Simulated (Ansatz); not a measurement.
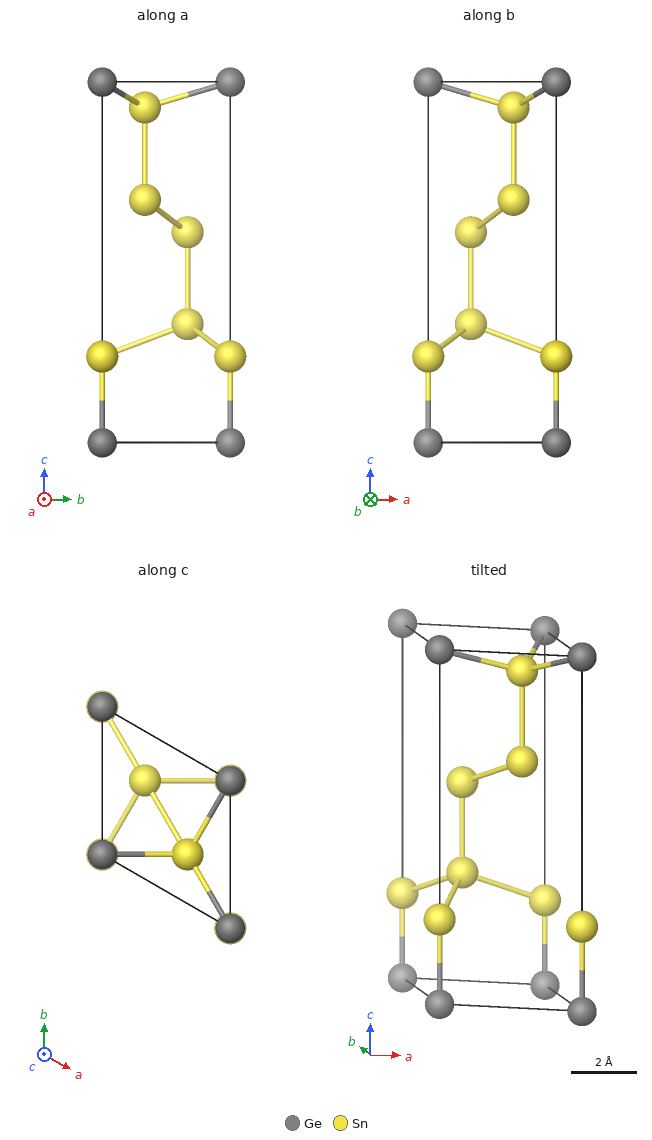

Ball-and-stick representation of a periodic structure, projected along the a axis, along the b axis, along the c axis and slightly off an axis. Atoms at the boundary of the conventional unit cell (the box) are drawn once for each face, edge or corner they touch.

Lattice parameters: a = 4.5519 Å, b = 4.5519 Å, c = 11.1084 Å, α = 90.000°, β = 90.000°, γ = 120.000°.

From the views, write a CIF in P1 with every atom of the cell, with free fractional coordinates to two decimals.

```cif
data_structure
_symmetry_space_group_name_H-M 'P 1'
_symmetry_Int_Tables_number 1
_cell_length_a 4.5519
_cell_length_b 4.5519
_cell_length_c 11.1084
_cell_angle_alpha 90.000
_cell_angle_beta 90.000
_cell_angle_gamma 120.000
_cell_volume 199.33
loop_
_atom_site_label
_atom_site_type_symbol
_atom_site_fract_x
_atom_site_fract_y
_atom_site_fract_z
_atom_site_occupancy
Ge1 Ge 0.00 0.00 0.00 1
Sn1 Sn 0.6667 0.3333 0.67 1
Sn2 Sn 0.3333 0.6667 0.33 1
Sn3 Sn 0.6667 0.3333 0.93 1
Sn4 Sn 0.3333 0.6667 0.58 1
Sn5 Sn 0.00 0.00 0.24 1
```

It goes back to a structure type filled with these elements by a generator (whether the compound takes this form wasn't checked). Earlier steps of the study may have refined or changed the cell and positions. It went into a calculation with Ansatz.
